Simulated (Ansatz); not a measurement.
Mg$_{16}$O$_{17}$ (cell with a defect)

Input file:

```
crystal:
  lattice:
    - [-4.2535896552, -4.2535896552, 4.2535896552]
    - [4.2535896552, 4.2535896552, 4.2535896552]
    - [-4.2535896552, 4.2535896552, -4.2535896552]
  atoms:
    - { symbol: Mg, position: [0.75, 0.5, 0.75] }
    - { symbol: Mg, position: [0.0, 0.5, 0.5] }
    - { symbol: Mg, position: [0.75, 0.75, 0.5] }
    - { symbol: Mg, position: [0.2448235272, 0.5141504912, 0.2518691862] }
    - { symbol: Mg, position: [0.0, 0.75, 0.25] }
    - { symbol: Mg, position: [0.75, 0.0, 0.25] }
    - { symbol: Mg, position: [0.5, 0.5, 0.0] }
    - { symbol: Mg, position: [0.25, 0.75, 0.0] }
    - { symbol: Mg, position: [-0.0041857269, -0.0020279314, -0.0035895577] }
    - { symbol: Mg, position: [0.7427252604, 0.2563473446, -0.0105949489] }
    - { symbol: Mg, position: [0.5, 0.75, 0.75] }
    - { symbol: Mg, position: [0.25, 0.0, 0.75] }
    - { symbol: Mg, position: [0.0013084947, 0.2577264771, 0.7620868109] }
    - { symbol: Mg, position: [0.5, 0.0, 0.5] }
    - { symbol: Mg, position: [0.25, 0.25, 0.5] }
    - { symbol: Mg, position: [0.5, 0.25, 0.25] }
    - { symbol: O, position: [0.0046465756, 0.5173429266, 0.0051906139] }
    - { symbol: O, position: [0.25, 0.5, 0.75] }
    - { symbol: O, position: [0.0, 0.75, 0.75] }
    - { symbol: O, position: [0.5, 0.5, 0.5] }
    - { symbol: O, position: [0.25, 0.75, 0.5] }
    - { symbol: O, position: [0.0, 0.0, 0.5] }
    - { symbol: O, position: [0.75, 0.5, 0.25] }
    - { symbol: O, position: [0.5, 0.75, 0.25] }
    - { symbol: O, position: [0.25, 0.0, 0.25] }
    - { symbol: O, position: [-0.0092228176, 0.2482951792, 0.2414975778] }
    - { symbol: O, position: [0.75, 0.75, 0.0] }
    - { symbol: O, position: [0.5, 0.0, 0.0] }
    - { symbol: O, position: [0.2475823589, 0.2455006074, -0.0072563807] }
    - { symbol: O, position: [0.7629783012, 0.003869506, 0.7619242583] }
    - { symbol: O, position: [0.5, 0.25, 0.75] }
    - { symbol: O, position: [0.75, 0.25, 0.5] }
    - { symbol: O, position: [0.000650592, 0.2464036679, 0.0033426994] }
  host:
    lattice:
      - [0.0, 2.1267948276, 2.1267948276]
      - [2.1267948276, 0.0, 2.1267948276]
      - [2.1267948276, 2.1267948276, 0.0]
    atoms:
      - { symbol: Mg, position: [0.0, 0.0, 0.0] }
      - { symbol: O, position: [0.5, 0.5, 0.5] }
basis:
  ecutwfc: 420
  xc_grid: 2
kpoints:
  mp_grid: { grid: [2, 2, 2], shift: [0.5, 0.5, 0.5] }
hamiltonian:
  xc: pbe
scf:
  occupations: { method: gaussian, width: 0.02 }
output:
  forces: true
  stress: false
  eigenvalues: true
  charged_corrections:
    defect_position: [0.0, 0.25, 0.0]
    epsilon: [[11.1919, 0.0, 0.0], [0.0, 11.1919, 0.0], [0.0, 0.0, 11.1919]]
  write_density: true
  write_potential: true
  elf: true
  volumetric_format: npy
relax:
  adjacent_minimum: "off"
  f_tol: 0.03
  max_steps: 40
```

Command:

```sh
ansatz run input.yaml --threads 8 --pin off --max-ram 16384MiB --backend cpu --events-out ev --progress --plain --runs-dir out
```

The fields are those of the relaxed geometry.

All numbers below come from DFT PBE, scalar-relativistic, plane waves, PAW in Ansatz.

Core electrons are frozen (PAW), and the valence fields are smoothed inside the atomic spheres.

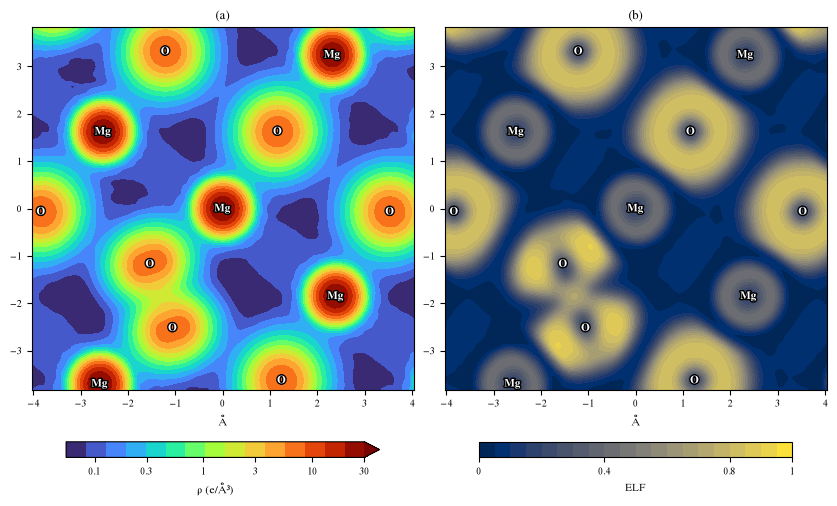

Figure 1. (a) valence electron density; (b) electron localisation function on the (100) plane of the calculation cell.

**Read the bonding off the picture.**

The plane passes through Mg and O nuclei. O–O (1.43 Å): the density is about 1.9 e/Å³ at the midpoint; the ELF peaks at about 0.70 between the atoms. Mg–O (1.93 Å): ρ at the midpoint is about 0.5 e/Å³; the ELF peaks at about 0.90 in the valence shell of O, 0.7 Å from its nucleus, and is about 0.40 at the midpoint (a closed-shell, largely ionic contact). Mg–O (1.99 Å): the density is about 0.43 e/Å³ at the midpoint; the ELF peaks at about 0.85 in the valence shell of O, 0.6 Å from its nucleus, and is about 0.30 at the midpoint (an ionic contact with no shared pair). Mg–O (2.12 Å): the density is about 0.33 e/Å³ at the midpoint; the ELF peaks at about 0.85 in the valence shell of O, 0.6 Å from its nucleus, and is about 0.35 at the midpoint (a largely ionic contact). Between the atoms the lowest density in this plane is 0.05 e/Å³.

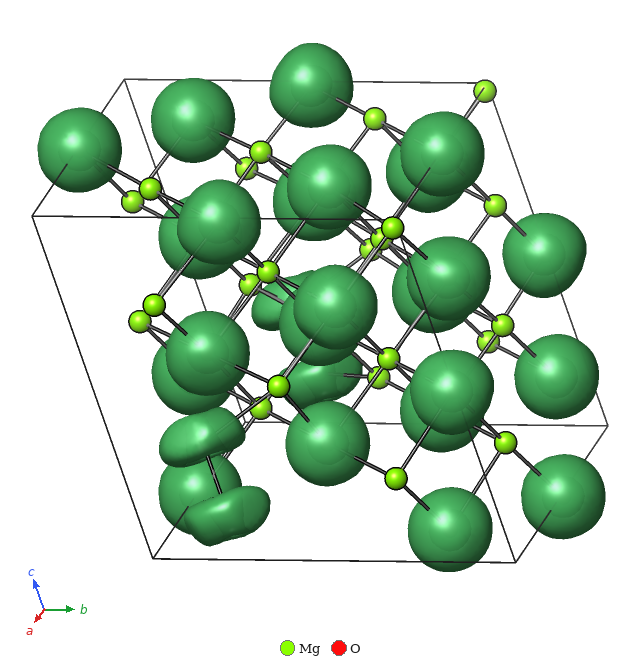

Figure 2. Isosurface of the ELF at 0.75 (green), seen at an oblique angle. Only the valence region is drawn (cores and ρ < 0.01 e/Å³ removed). Sticks mark near contacts.

**Describe the localisation domains.**

The ELF exceeds this value in 17 regions wrapped around O (the valence shell of each), counted in one cell of 33 atoms. Any copies at cell faces, edges or corners count once.

**Does the calculation make it a metal, or give it a gap?**

It is gapped, with a Kohn–Sham gap of 5.2 eV on the k-point mesh (the band edges may lie off the mesh, which would make the gap smaller).
